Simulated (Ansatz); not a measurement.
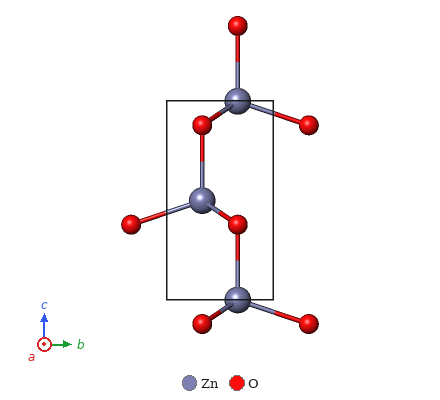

The structure, seen along [100]; the drawing may span several cells.

Structure (in its standard cell), coordinates from a relaxation with DFT PBE, scalar-relativistic, plane waves, PAW in Ansatz; the starting structure was generated, so it need not be a known form of this composition:

```cif
data_structure
_symmetry_space_group_name_H-M 'P 1'
_symmetry_Int_Tables_number 1
_cell_length_a 3.2794
_cell_length_b 3.2794
_cell_length_c 5.2939
_cell_angle_alpha 90.000
_cell_angle_beta 90.000
_cell_angle_gamma 120.000
_cell_volume 49.31
loop_
_atom_site_label
_atom_site_type_symbol
_atom_site_fract_x
_atom_site_fract_y
_atom_site_fract_z
_atom_site_occupancy
Zn1 Zn 0.33333 0.66667 0.99797 1
O1 O 0.33333 0.66667 0.37703 1
Zn2 Zn 0.66667 0.33333 0.49797 1
O2 O 0.66667 0.33333 0.87703 1
```

Predict the [100] zone-axis pattern (300 kV, kinematic, B = 0.8 Å²).

The spots form a rectangular net whose two shortest vectors correspond to d = 5.29 Å and 2.84 Å, 90.0° apart. They are 0 0 1 (itself extinct) and 0 1 0. The pattern has symmetry 2mm. A screw axis and a glide plane both extinguish reflections such as 0 0 1, 0 0 3, 0 0 5; reflections such as 0 3 -1, 0 3 1, 0 3 -3 are allowed by the space group but vanish because the atoms sit on special positions.

Strongest reflections with d > 0.87 Å, one of each family (|F|² from tabulated Gaussian fits of the electron scattering factors, times a small damping for the curvature of the Ewald sphere):

```json
{"hkl": "0 0 2", "d (Å)": "2.647", "I (strongest = 100)": "100"}
{"hkl": "0 1 0", "d (Å)": "2.840", "I (strongest = 100)": "45"}
{"hkl": "0 1 3", "d (Å)": "1.499", "I (strongest = 100)": "37"}
{"hkl": "0 1 1", "d (Å)": "2.503", "I (strongest = 100)": "32"}
{"hkl": "0 2 3", "d (Å)": "1.106", "I (strongest = 100)": "17"}
{"hkl": "0 3 0", "d (Å)": "0.947", "I (strongest = 100)": "16"}
```

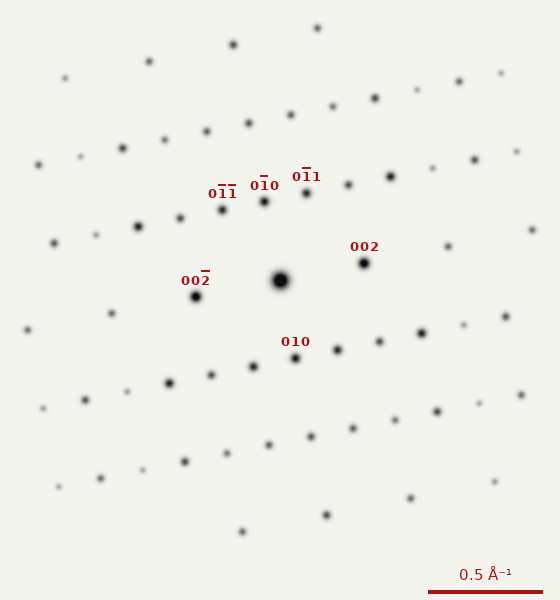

Calculated pattern, seen from the source side with [100] pointing towards the source.
